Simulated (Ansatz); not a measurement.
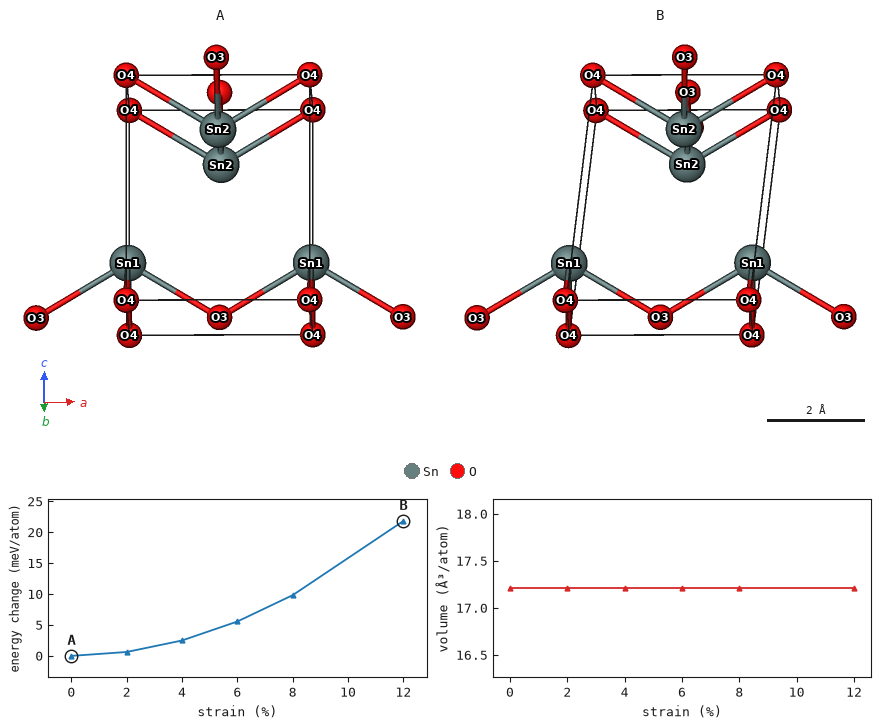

Members of a series of calculations on a crystal of SnO (set up in P4/nmm), marked on the first curve. Style: ball-and-stick. Shown: the cell of the calculation, from a free direction.

All numbers below come from DFT PBEsol, scalar-relativistic, plane waves, PAW (Ansatz). (plane-wave cutoff 420 eV; k-point mesh 14 × 14 × 12; occupations gaussian; smearing width 0.1 eV; no spin polarisation)

Question: Describe the series.

Answer: Shear of c along a, cell held, atoms relaxed. A (strain 0.0 %): energy change 0.0 meV/atom, volume 17.21 Å³ per atom. B (strain 12.0 %): energy change 21.8 meV/atom, volume 17.21 Å³ per atom. The rest compares A with B. The drawn cell changes at constant volume: a = b unchanged at 3.805 Å, c 4.753 → 4.788 Å (+0.7 %), β 90.0° → 83.2°. Some distances before and after: O–Sn 2.224 → 2.211 to 2.228 Å.
